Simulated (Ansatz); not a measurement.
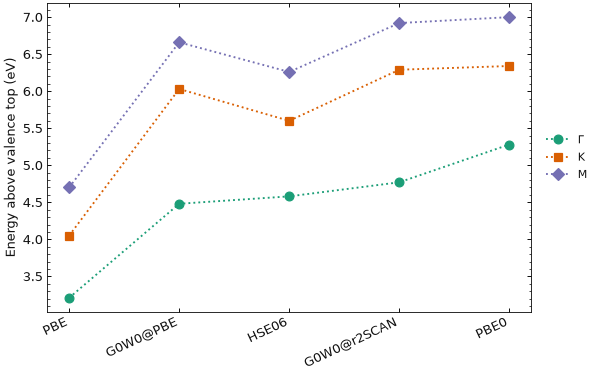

Lowest conduction level at each named k point, counted from the valence-band top at Γ, by several methods on one cell of CaO, space group P6_3/mmc, 4 atoms in the cell, relaxed with r2SCAN; a = 3.981 Å, c = 4.770 Å (hexagonal axes). All runs are without spin-orbit coupling and carry no moments.

**How do the methods rank at Γ?**

From low to high: PBE 3.21, G0W0@PBE 4.48, HSE06 4.58, G0W0@r2SCAN 4.77, PBE0 5.28 eV. Too close to rank are G0W0@PBE against HSE06.

**Do the methods agree on which of these conduction levels is lowest?**

Yes: all put it at Γ.

| method | program | Γ (eV) | K (eV) | M (eV) |
| --- | --- | --- | --- | --- |
| PBE | Ansatz | 3.21 | 4.05 | 4.70 |
| G0W0@PBE | Ansatz | 4.48 | 6.03 | 6.66 |
| HSE06 | Ansatz | 4.58 | 5.60 | 6.26 |
| G0W0@r2SCAN | Ansatz | 4.77 | 6.29 | 6.92 |
| PBE0 | Ansatz | 5.28 | 6.34 | 7.00 |

Settings. PBE: Ansatz PAW set, 12×12×6 k mesh, 420 eV cutoff, Fermi-Dirac smearing of 0.02 eV (Ansatz 0.2.0). G0W0@PBE: PBE, Ansatz PAW set, 6×6×4 k mesh, 420 eV cutoff, fixed occupations (Ansatz 0.2.0), G0W0 with empty bands 195, screening cutoff 120 eV and frequency treatment contour deformation. HSE06: Ansatz PAW set, 6×6×4 k mesh, 420 eV cutoff, fixed occupations (Ansatz 0.2.0). G0W0@r2SCAN: r2SCAN, Ansatz PAW set, 6×6×4 k mesh, 500 eV cutoff, fixed occupations (Ansatz 0.2.0), G0W0 with empty bands 246, screening cutoff 140 eV and frequency treatment contour deformation. PBE0: Ansatz PAW set, 6×6×4 k mesh, 420 eV cutoff, fixed occupations (Ansatz 0.2.0).

These are five of the 11 methods that were run on this cell. The usual form of CaO is rocksalt. HSE06, G0W0@r2SCAN and PBE0: the PAW data sets were made with another functional. LDA, GGA and most meta-GGA functionals understate gaps. The GW runs differ in bands or cutoffs. The GW values are at finite bands, cutoffs and mesh, short of the basis limit.
